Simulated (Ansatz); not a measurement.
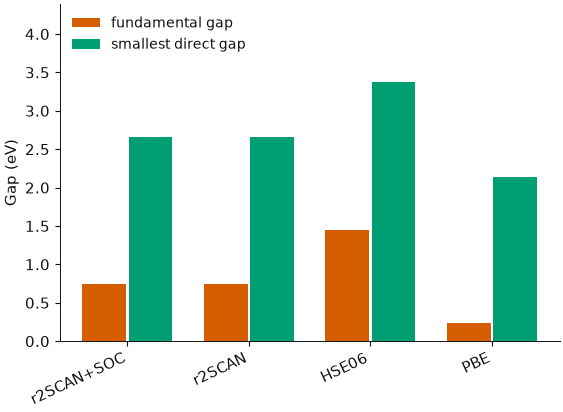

Gaps of GaN, space group I4/mmm (No. 139), 2 atoms in the cell, rocksalt type, uniaxial (z) strain +4.0%, at several levels of theory on one cell (Ansatz, plane waves and PAW; edges over the mesh and the special points).

How does the gap depend on the level, and does its kind change?

In rising order: PBE 0.24 eV, r2SCAN 0.74 eV, r2SCAN+SOC 0.74 eV and HSE06 1.45 eV. It is indirect at every level.
